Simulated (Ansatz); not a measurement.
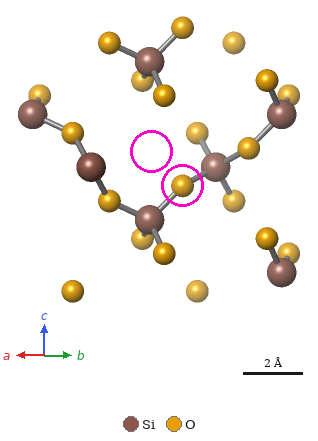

Perfect SiO₂. Style: ball-and-stick. Shown: the atoms within 5.4 Å of one point, in a slice 4.2 Å thick across the line of sight, along [110].

The calculation used DFT, PBEsol, PAW, plane waves (Ansatz 0.2.0). (plane-wave cutoff 420 eV; k-point mesh 1 × 1 × 1; mesh shifted by (0.25, 0.25, 0.25); collinear spin) Fermi-Dirac smearing of 0.01 eV. The axes drawn are those of the host's conventional cell.

An oxygen atom is taken out (a vacancy) and an extra hydrogen atom is put between the host's atoms (an interstitial), the two sites 1.6 Å apart at the ringed places, in charge state 0. The supercell has 72 sites, and the atoms are relaxed at the host's cell.

How do the neighbours respond?

Around the empty O site the host had 2 Si at 1.61 to 1.63 Å; after relaxation the nearest atoms are 2 Si at 1.69 to 1.84 Å. The H atom starts with 1 O at 1.59 Å around its place and ends with 1 Si at 1.57 Å. Of the host's atoms, an oxygen atom moves furthest from its site, by 0.24 Å. The H atom itself moves 1.58 Å from where it was put. The cell's net moment is 1.00 μB.

The relaxed defect, seen from the same direction:

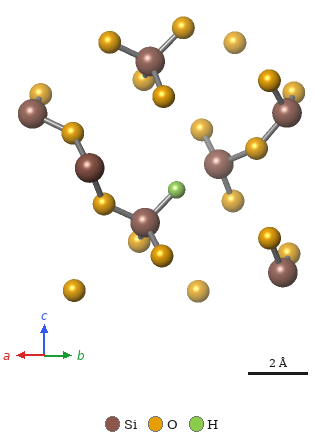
